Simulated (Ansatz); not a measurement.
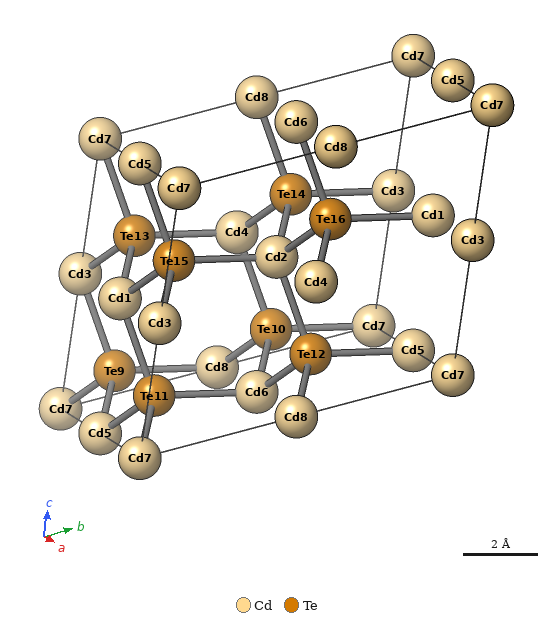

The structure as given in the input (ball-and-stick view of the cell of the calculation, seen slightly off an axis; atoms are numbered from 1 in the order of the input).

Single-point calculation, with input and output: CdTe

The run: single-point calculation of CdTe (F-43m, 16 atoms in the cell). Method and program: DFT PBE, scalar-relativistic, plane waves, PAW, no spin polarisation (Ansatz 0.2.0).

The structure derives from an entry of the Crystallography Open Database. It belongs to a series of runs on one base structure; here: the relaxed cell repeated 8 times. Figures and captions count atoms from 1; the log counts them from 0 in places.

## The program's output
```
Engine: ansatz 0.2.0, x86_64-unknown-linux-gnu
Pseudopotentials: kind: paw
Pseudopotential: Cd, paw, valence charge 20, recommended cutoff 420 eV (normal), Cd.paw.azcp
Pseudopotential: Te, paw, valence charge 16, recommended cutoff 420 eV (normal), Te.paw.azcp
Functional definition: PBE
  parameter kappa = 0.804
  parameter beta = 0.06672455060314922
  exchange = pbe_x(kappa = kappa, mu = beta*pi^2/3)
  correlation = pbe_c(beta = beta)
Crystal: 16 atoms, lattice volume = 579.545 Å³
Basis set: ecut = 420 eV, 11311 PW (Γ), exchange–correlation on 128×128×128 points (8 copies of the dense FFT grid, shifted against one another)
Bands: 173, of which v1, the nominal top of the filled ones, is band 144 counted from 1 (143 counted from 0)
Symmetry: 192 space group operations
Space group: F-43m (ITA 216), of the structure as read, at distance tolerance 8.3e-5 Å
k-points: 8 of 64 (time reversal used)
Non-local potential: Cd, projectors of the file, l = 0: 3, l = 1: 2, l = 2: 2, l = 3: 1
Non-local potential: Te, projectors of the file, l = 0: 2, l = 1: 2, l = 2: 2, l = 3: 2
PAW form: soft (Blöchl's): semilocal exchange-correlation on the pseudo side does not see the compensation charge
PAW one-centre angular grid: Cd, 590 points (default); XC on 64 Gauss nodes
PAW one-centre angular grid: Te, 590 points (default); XC on 64 Gauss nodes
Initial density: superposition of atomic densities (neutral atoms: chi_scale 0, normalization atom), corrected by the library's trained network
Initial wavefunctions: pseudopotential atomic-orbital guess
Functional: x = pbe(κ = 0.804, μ = 0.2195149727645171), c = pbe(β = 0.06672455060314922)
SCF iter   1: F=—  HF=-121882.712806 eV  |F-HF|=—  |Δ(HF+E_count)|=         —  Δρ=1.44e-3  dr2=3.09e-2  ethr=1.77e-3  ⟨swp⟩=6.5  Hψ=5106  notcnv=0  defer=28
preconditioner: auto → Resta (q_TF=auto, 2.428 Å⁻¹)  ε∞=3.9  [insulator: Δε(μ)=0.561 eV  Ē_g=10.917 eV  σ=0.050 eV  W_gap=1.00  n_scr=136 (ndim 8)  ℏωp=18.5 eV  f_vac=0.207  D(μ)=0.00/eV (n_scr^D=0)  ε∞_Penn≈3.9]
SCF iter   2: F=—  HF=-121882.709494 eV  |F-HF|=—  |Δ(HF+E_count)|=   3.31e-3  Δρ=7.89e-4  dr2=8.28e-3  ethr=1.07e-5  ⟨swp⟩=2.0  Hψ=2171  notcnv=0  defer=96
SCF iter   3: F=—  HF=-121882.708950 eV  |F-HF|=—  |Δ(HF+E_count)|=   5.44e-4  Δρ=3.63e-4  dr2=6.01e-4  ethr=2.88e-6  ⟨swp⟩=2.0  Hψ=1803  notcnv=0  defer=44
automatic band count: iteration 3 solves 166 bands in place of 173: the levels show a gap, and the empty bands left out lie too high to hold charge; the band table lists the bands solved (type scf.n_extra_bands for more)
SCF iter   4: F=—  HF=-121882.709080 eV  |F-HF|=—  |Δ(HF+E_count)|=   1.30e-4  Δρ=1.10e-4  dr2=1.26e-4  ethr=2.09e-7  ⟨swp⟩=2.0  Hψ=2244  notcnv=0  defer=44
SCF iter   5: F=—  HF=-121882.709196 eV  |F-HF|=—  |Δ(HF+E_count)|=   1.16e-4  Δρ=3.22e-5  dr2=1.33e-5  ethr=4.36e-8  ⟨swp⟩=2.0  Hψ=1786  notcnv=0  defer=44
SCF iter   6: F=—  HF=-121882.709540 eV  |F-HF|=—  |Δ(HF+E_count)|=   3.44e-4  Δρ=1.16e-5  dr2=8.65e-7  ethr=4.62e-9  ⟨swp⟩=2.0  Hψ=1786  notcnv=0  defer=44
SCF iter   7: F=—  HF=-121882.709543 eV  |F-HF|=—  |Δ(HF+E_count)|=   2.53e-6  Δρ=4.39e-6  dr2=1.08e-7  ethr=3.00e-10  ⟨swp⟩=2.0  Hψ=1786  notcnv=0  defer=44
SCF iter   8: F=-121882.709543 eV  HF=-121882.709543 eV  |F-HF|=7.42e-9  |Δ(HF+E_count)|=   9.10e-8  Δρ=5.27e-7  dr2=2.54e-9  ethr=3.47e-11  ⟨swp⟩=9.8  Hψ=5109  notcnv=0
SCF 1 converged in 8 iterations: F = -121882.709543 eV  dr2 = 2.54e-9
  greatest PAW one-centre occupation: 1.000 electrons in one spin orbital (limit 2), on the Cd atom at site 7 (counted from 0), in its partial waves of l = 0
```

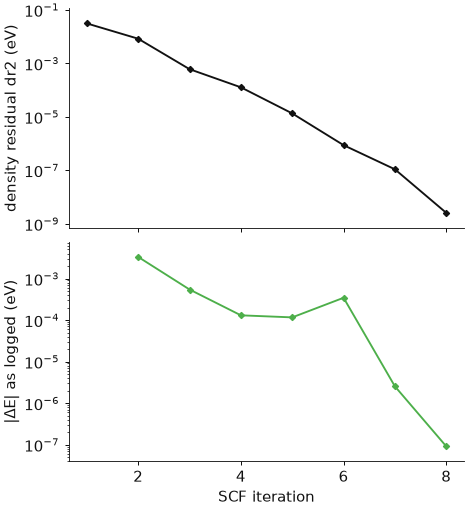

Convergence of the self-consistent field: density residual dr2 and size of the energy change against the SCF iteration. The residual falls at every step.

```
SCF converged after 8 iterations
Free energy (F): -121882.709543 eV
Harris-Foulkes:  -121882.709543 eV  (|F-HF|=7.42e-9)
Internal energy: -121882.709543 eV  (E = F + TS)
E sigma→0 (E₀):  -121882.709543 eV
Fermi energy:    6.902581 eV
--- Per-component energies (eV) ---
  E_band       = -6519.869093
  E_kinetic    = 5476.481533
  E_local      = -44438.107123  (includes V_loc(G=0)·N_el)
  E_nonlocal   = -2213.961065
  E_hartree    = 22311.403928
  E_xc         = -2403.715633
  E_vxc        = -2599.949773  (∫ρ·V_xc dr)
  E_paw        = -69968.309068  (= ΣΔE_a)
  E_vpaw       = -7367.141759  (= ΣTr[D̂ρ^β])
  E_aug_tail   = -0.001263  (compensation charges beyond the density's cutoff)
  E_ewald      = -30646.500851
  E_smearing   = -0.000000  (= −TS)
  E_closure    = 0.000000  (closes the sum)
  Σ components = -121882.709543   (vs F -121882.709543, Δ=0.00e0)
--- Forces (eV/Å), atoms counted from 1 ---
  atom   1  Cd     0.00000000     0.00000000    -0.00000000
  atom   2  Cd     0.00000000     0.00000000    -0.00000000
  atom   3  Cd     0.00000000    -0.00000000     0.00000000
  atom   4  Cd     0.00000000     0.00000000    -0.00000000
  atom   5  Cd     0.00000000    -0.00000000    -0.00000000
  atom   6  Cd     0.00000000     0.00000000    -0.00000000
  atom   7  Cd     0.00000000     0.00000000     0.00000000
  atom   8  Cd     0.00000000     0.00000000    -0.00000000
  atom   9  Te    -0.00000000     0.00000000     0.00000000
  atom  10  Te    -0.00000000    -0.00000000     0.00000000
  atom  11  Te    -0.00000000    -0.00000000     0.00000000
  atom  12  Te    -0.00000000     0.00000000     0.00000000
  atom  13  Te    -0.00000000     0.00000000     0.00000000
  atom  14  Te    -0.00000000    -0.00000000     0.00000000
  atom  15  Te    -0.00000000    -0.00000000    -0.00000000
  atom  16  Te    -0.00000000    -0.00000000     0.00000000
  max |Σ_I F_I| component: 4.65e-16 eV/Å
--- Stress (GPa, compression-positive) ---
        0.014745       0.000000      -0.000000
        0.000000       0.014745      -0.000000
       -0.000000      -0.000000       0.014745
  P = ⅓ Tr σ = 0.0147 GPa (0.147 kbar)
--- Band table (eV; the first three rows and the last of 8) ---
  k-point 0: bands = ["-95.3716", "-95.3716", "-95.3716", "-95.3716", "-95.3716", "-95.3716", "-95.3716", "-95.3716", "-56.4338", "-56.4338", "-56.4338", "-56.4338", "-56.4338", "-56.4338", "-56.4338", "-56.4338", "-56.4338", "-56.4338", "-56.4338", "-56.4338", "-56.4338", "-56.4337", "-56.4337", "-56.4337", "-56.4337", "-56.4337", "-56.4337", "-56.4337", "-56.4337", "-56.4337", "-56.4337", "-56.4337", "-29.2844", "-29.2844", "-29.2844", "-29.2841", "-29.2841", "-29.2841", "-29.2841", "-29.2840",
      "-29.2840", "-29.2840", "-29.2838", "-29.2838", "-29.2838", "-29.2838", "-29.2838", "-29.2838", "-29.2838", "-29.2838", "-29.2836", "-29.2836", "-29.2836", "-29.2836", "-29.2836", "-29.2836", "-29.2782", "-29.2782", "-29.2782", "-29.2781", "-29.2781", "-29.2780", "-29.2780", "-29.2780", "-29.2780", "-29.2780", "-29.2780", "-29.2780", "-29.2780", "-29.2778", "-29.2778", "-29.2778", "-4.2287", "-3.8878", "-3.8878", "-3.8878", "-3.8878", "-3.7838", "-3.7838", "-3.7838",
      "-1.4758", "-1.4758", "-1.4758", "-1.4229", "-1.4229", "-1.4229", "-1.4229", "-1.4229", "-1.4229", "-1.4229", "-1.4229", "-1.3407", "-1.3407", "-1.3407", "-1.3407", "-1.3407", "-1.3407", "-1.3387", "-1.3387", "-1.3387", "-1.2583", "-1.2583", "-1.2508", "-1.2508", "-1.2508", "-1.2508", "-1.2508", "-1.2508", "-1.2508", "-1.2508", "-1.2328", "-1.2328", "-1.2328", "-0.9549", "-0.9549", "-0.9549", "-0.9549", "-0.8363", "-0.8363", "-0.8363",
      "2.5316", "2.5316", "2.5316", "2.5316", "2.5993", "2.5993", "2.5993", "4.9497", "4.9497", "4.9497", "4.9497", "4.9497", "4.9497", "5.9215", "5.9215", "5.9215", "5.9215", "5.9215", "5.9215", "5.9215", "5.9215", "6.6071", "6.6071", "6.6071", "7.1935", "8.3671", "8.3671", "8.3671", "8.3671", "9.2864", "9.2864", "9.2864", "9.3558", "9.3558", "9.3558", "11.2604", "11.2604", "11.2604", "11.8329", "11.8329",
      "11.8329", "11.8329", "11.8329", "11.8329", "11.8329", "11.8329"]
  k-point 1: bands = ["-95.3716", "-95.3716", "-95.3716", "-95.3716", "-95.3716", "-95.3716", "-95.3716", "-95.3716", "-56.4338", "-56.4338", "-56.4338", "-56.4338", "-56.4338", "-56.4338", "-56.4338", "-56.4338", "-56.4338", "-56.4338", "-56.4337", "-56.4337", "-56.4337", "-56.4337", "-56.4337", "-56.4337", "-56.4337", "-56.4337", "-56.4337", "-56.4337", "-56.4337", "-56.4337", "-56.4337", "-56.4337", "-29.2843", "-29.2843", "-29.2843", "-29.2841", "-29.2841", "-29.2841", "-29.2841", "-29.2840",
      "-29.2840", "-29.2840", "-29.2838", "-29.2838", "-29.2838", "-29.2838", "-29.2838", "-29.2838", "-29.2838", "-29.2838", "-29.2836", "-29.2836", "-29.2836", "-29.2836", "-29.2836", "-29.2836", "-29.2781", "-29.2781", "-29.2781", "-29.2781", "-29.2781", "-29.2780", "-29.2780", "-29.2780", "-29.2780", "-29.2780", "-29.2780", "-29.2780", "-29.2780", "-29.2778", "-29.2778", "-29.2778", "-4.1784", "-3.9366", "-3.8729", "-3.8729", "-3.8729", "-3.7994", "-3.7994", "-3.7994",
      "-1.4666", "-1.4666", "-1.4333", "-1.4288", "-1.4288", "-1.4161", "-1.4161", "-1.4161", "-1.4102", "-1.4102", "-1.4102", "-1.3637", "-1.3637", "-1.3637", "-1.3515", "-1.3515", "-1.3515", "-1.3185", "-1.3185", "-1.3185", "-1.2623", "-1.2623", "-1.2623", "-1.2590", "-1.2590", "-1.2540", "-1.2540", "-1.2494", "-1.2494", "-1.2494", "-1.2373", "-1.2373", "-1.2373", "-1.0818", "-0.9416", "-0.9416", "-0.9416", "-0.8595", "-0.8595", "-0.8595",
      "2.6416", "2.6416", "2.6416", "2.7224", "2.7224", "2.7224", "2.9671", "4.7567", "4.7567", "4.7567", "5.0705", "5.0705", "5.0705", "5.3856", "5.3856", "5.3856", "5.4266", "5.7506", "5.7506", "5.7506", "6.0069", "6.0069", "6.4872", "6.4872", "8.0896", "8.4250", "9.0027", "9.0027", "9.0027", "9.4049", "9.4049", "9.4049", "9.9279", "9.9279", "9.9279", "11.2082", "11.4539", "11.4539", "11.4649", "11.4649",
      "11.4649", "11.8549", "11.8549", "12.2353", "12.2353", "12.2353"]
  k-point 2: bands = ["-95.3716", "-95.3716", "-95.3716", "-95.3716", "-95.3716", "-95.3716", "-95.3716", "-95.3716", "-56.4338", "-56.4338", "-56.4338", "-56.4338", "-56.4338", "-56.4338", "-56.4338", "-56.4338", "-56.4338", "-56.4338", "-56.4338", "-56.4338", "-56.4337", "-56.4337", "-56.4337", "-56.4337", "-56.4337", "-56.4337", "-56.4337", "-56.4337", "-56.4337", "-56.4337", "-56.4337", "-56.4337", "-29.2842", "-29.2842", "-29.2842", "-29.2842", "-29.2842", "-29.2842", "-29.2840", "-29.2840",
      "-29.2839", "-29.2839", "-29.2839", "-29.2839", "-29.2838", "-29.2838", "-29.2838", "-29.2838", "-29.2838", "-29.2838", "-29.2837", "-29.2837", "-29.2837", "-29.2837", "-29.2837", "-29.2837", "-29.2781", "-29.2781", "-29.2781", "-29.2781", "-29.2781", "-29.2781", "-29.2780", "-29.2780", "-29.2780", "-29.2780", "-29.2779", "-29.2779", "-29.2779", "-29.2779", "-29.2779", "-29.2779", "-4.0568", "-4.0568", "-3.8365", "-3.8365", "-3.8365", "-3.8365", "-3.8365", "-3.8365",
      "-1.4460", "-1.4460", "-1.4460", "-1.4460", "-1.3942", "-1.3942", "-1.3942", "-1.3942", "-1.3942", "-1.3942", "-1.3801", "-1.3801", "-1.3801", "-1.3801", "-1.3801", "-1.3801", "-1.2959", "-1.2959", "-1.2899", "-1.2899", "-1.2899", "-1.2899", "-1.2899", "-1.2899", "-1.2584", "-1.2584", "-1.2584", "-1.2584", "-1.2448", "-1.2448", "-1.2448", "-1.2448", "-1.2448", "-1.2448", "-0.9053", "-0.9053", "-0.9053", "-0.9053", "-0.9053", "-0.9053",
      "2.8165", "2.8165", "2.8165", "2.8165", "2.8165", "2.8165", "4.0463", "4.0463", "4.7487", "4.7487", "4.7487", "4.7487", "4.7487", "4.7487", "5.3866", "5.3866", "5.3866", "5.3866", "5.3866", "5.3866", "6.2305", "6.2305", "6.2305", "6.2305", "8.4898", "8.4898", "9.5476", "9.5476", "9.5476", "9.5476", "9.5476", "9.5476", "11.0462", "11.0462", "11.0462", "11.0462", "11.0462", "11.0462", "11.7732", "11.7732",
      "11.7732", "11.7732", "11.8561", "11.8561", "12.7491", "12.7491"]
  k-point 7: bands = ["-95.3716", "-95.3716", "-95.3716", "-95.3716", "-95.3716", "-95.3716", "-95.3716", "-95.3716", "-56.4338", "-56.4338", "-56.4338", "-56.4338", "-56.4338", "-56.4338", "-56.4338", "-56.4338", "-56.4338", "-56.4338", "-56.4338", "-56.4338", "-56.4337", "-56.4337", "-56.4337", "-56.4337", "-56.4337", "-56.4337", "-56.4337", "-56.4337", "-56.4337", "-56.4337", "-56.4337", "-56.4337", "-29.2841", "-29.2841", "-29.2841", "-29.2841", "-29.2840", "-29.2840", "-29.2840", "-29.2840",
      "-29.2839", "-29.2839", "-29.2839", "-29.2839", "-29.2838", "-29.2838", "-29.2838", "-29.2838", "-29.2838", "-29.2838", "-29.2838", "-29.2838", "-29.2837", "-29.2837", "-29.2837", "-29.2837", "-29.2781", "-29.2781", "-29.2781", "-29.2781", "-29.2780", "-29.2780", "-29.2780", "-29.2780", "-29.2779", "-29.2779", "-29.2779", "-29.2779", "-29.2779", "-29.2779", "-29.2779", "-29.2779", "-3.9680", "-3.9680", "-3.9680", "-3.9680", "-3.8152", "-3.8152", "-3.8152", "-3.8152",
      "-1.4225", "-1.4225", "-1.4225", "-1.4225", "-1.4125", "-1.4125", "-1.4125", "-1.4125", "-1.3893", "-1.3893", "-1.3893", "-1.3893", "-1.3787", "-1.3787", "-1.3787", "-1.3787", "-1.2930", "-1.2930", "-1.2930", "-1.2930", "-1.2774", "-1.2774", "-1.2774", "-1.2774", "-1.2560", "-1.2560", "-1.2560", "-1.2560", "-1.2499", "-1.2499", "-1.2499", "-1.2499", "-1.1725", "-1.1725", "-1.1725", "-1.1725", "-0.8423", "-0.8423", "-0.8423", "-0.8423",
      "2.8047", "2.8047", "2.8047", "2.8047", "3.6937", "3.6937", "3.6937", "3.6937", "4.3797", "4.3797", "4.3797", "4.3797", "5.2769", "5.2769", "5.2769", "5.2769", "5.2897", "5.2897", "5.2897", "5.2897", "5.8842", "5.8842", "5.8842", "5.8842", "9.5362", "9.5362", "9.5362", "9.5362", "10.1169", "10.1169", "10.1169", "10.1169", "10.6438", "10.6438", "10.6438", "10.6438", "11.5550", "11.5550", "11.5550", "11.5550",
      "11.9853", "11.9853", "11.9853", "11.9853", "12.1296", "12.1296"]
```

The run was set up as follows.

## Input
```yaml
crystal:
  lattice:
    - [0.0, 6.6173733836, -6.6173733836]
    - [6.6173733836, 6.6173733836, 0.0]
    - [6.6173733836, 0.0, -6.6173733836]
  atoms:
    - { symbol: Cd, position: [0.5, 0.0, 0.5] }
    - { symbol: Cd, position: [0.5, 0.5, 0.5] }
    - { symbol: Cd, position: [0.0, 0.0, 0.5] }
    - { symbol: Cd, position: [0.0, 0.5, 0.5] }
    - { symbol: Cd, position: [0.5, 0.0, 0.0] }
    - { symbol: Cd, position: [0.5, 0.5, 0.0] }
    - { symbol: Cd, position: [0.0, 0.0, 0.0] }
    - { symbol: Cd, position: [0.0, 0.5, 0.0] }
    - { symbol: Te, position: [0.125, 0.125, 0.125] }
    - { symbol: Te, position: [0.125, 0.625, 0.125] }
    - { symbol: Te, position: [0.625, 0.125, 0.125] }
    - { symbol: Te, position: [0.625, 0.625, 0.125] }
    - { symbol: Te, position: [0.125, 0.125, 0.625] }
    - { symbol: Te, position: [0.125, 0.625, 0.625] }
    - { symbol: Te, position: [0.625, 0.125, 0.625] }
    - { symbol: Te, position: [0.625, 0.625, 0.625] }
basis:
  ecutwfc: 420
kpoints:
  mp_grid: { grid: [4, 4, 4] }
hamiltonian:
  xc: pbe
scf:
  occupations: { method: gaussian, width: 0.05 }
output:
  forces: true
  stress: true
  eigenvalues: true
```

Command:
```bash
ansatz run input.yaml --threads 2 --pin off --max-ram 5120MiB --backend cpu --events-out ev --progress --plain --runs-dir out
```

## Summary

```tsv
quantity	value
outcome	converged
space group (tolerance 0.01 Å)	F-43m (216)
electrons treated	288
free energy	−121882.7095 eV
Fermi energy	6.903 eV
gap on the k-point mesh	0.59 eV
pressure	0.01 GPa
largest force (length of the vector)	under 0.001 eV/Å
hardware	2 threads of Intel Xeon @ 2.50GHz (Skylake/Cascade Lake), 192 GiB of memory available, shared host
wall time	45 s (CPU time 85 s)
peak memory	1.6 GiB
```
